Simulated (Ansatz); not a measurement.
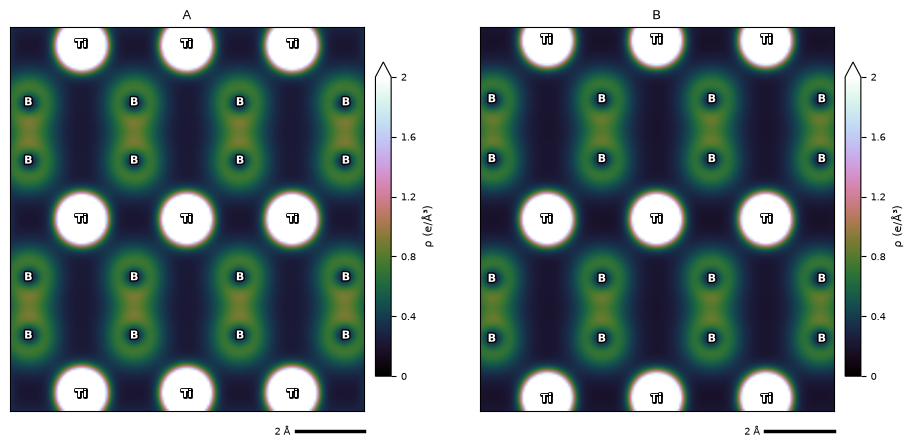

TiB2. The valence pseudo-density of two cells that differ in size and shape, on the (110) plane of each (indices in the axes of the calculation cell), at one length scale and on one colour scale; one has 7.9 and the other 8.6 Å³ an atom.

Space group P6/mmm; computed without spin polarisation.

Computed with DFT PBEsol, scalar-relativistic, plane waves, PAW (Ansatz 0.2.0).

The larger cell:

```
Ti B
1.0
     3.04284    0.00000    0.00000
    -1.52142    2.63518    0.00000
     0.00000    0.00000    3.22631
Ti B
1 2
Direct
  0.00000 0.00000 0.00000
  0.33333 0.66667 0.50000
  0.66667 0.33333 0.50000
```

The smaller cell: a = 2.963 Å, b = 2.963 Å, c = 3.105 Å, α = 90.00°, β = 90.00°, γ = 120.00°.

**Which panel shows the smaller cell, and what does the compression change?**

Panel A is the smaller cell, by 9 % in volume. From the larger cell to the smaller, Ti–B goes from 2.39 to 2.31 Å, and the density at its midpoint from 0.33 to 0.38 e/Å³; B–B goes from 1.76 to 1.71 Å, and the density at its midpoint from 0.8 to 0.87 e/Å³; the pressure goes from −7 to 18 GPa.
